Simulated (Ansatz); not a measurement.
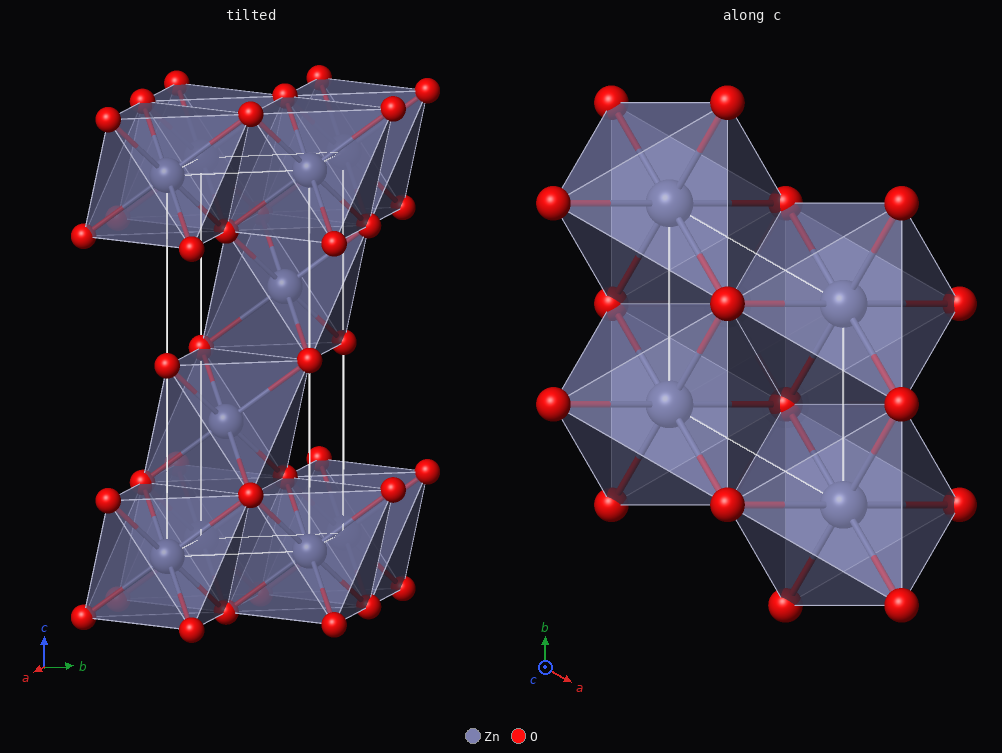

Shown here is a polyhedral view of the crystal, taken slightly off an axis and along the c axis. The wireframe shows the conventional unit cell. A few atoms beyond the faces are included.

ZnO, space group R-3m (No. 166), a = 2.929 Å, b = 2.929 Å, c = 7.568 Å, α = 90.00°, β = 90.00°, γ = 120.00°. The structure was taken from a structure type filled with these elements by a generator (whether the compound takes this form wasn't checked). The cell was then strained or its atoms displaced on purpose. A calculation with Ansatz used it as input.

This one geometry was computed with Ansatz (DFT, plane waves, PAW) at three levels of theory: PBE, r2SCAN and HSE06. It was relaxed with r2SCAN and then strained.

Which level gives the highest pressure at this volume, and what does that say about its equilibrium volume?

Answer. Highest: PBE (15.5 GPa), which points to the largest equilibrium volume. Lowest, with the smallest volume: r2SCAN (7.3 GPa). Levels within 0.5 GPa of each other can't be told apart.

How does the band gap change with the level of theory?

Answer. PBE: a gap of 1.05 eV, indirect; r2SCAN: a gap of 1.67 eV, indirect; HSE06: a gap of 2.86 eV, indirect.

Collect the results in a table.

Answer.
| level | cutoff (eV) | k-mesh of the run's cell | gap (eV) | pressure (GPa) |
| --- | --- | --- | --- | --- |
| PBE | 420 | 10×10×10 | 1.05 | 15.5 |
| r2SCAN | 500 | 10×10×10 | 1.67 | 7.3 |
| HSE06 | 420 | 8×8×8 | 2.86 | 8.2 |

Gaps are taken on the k-mesh or band path of each run.
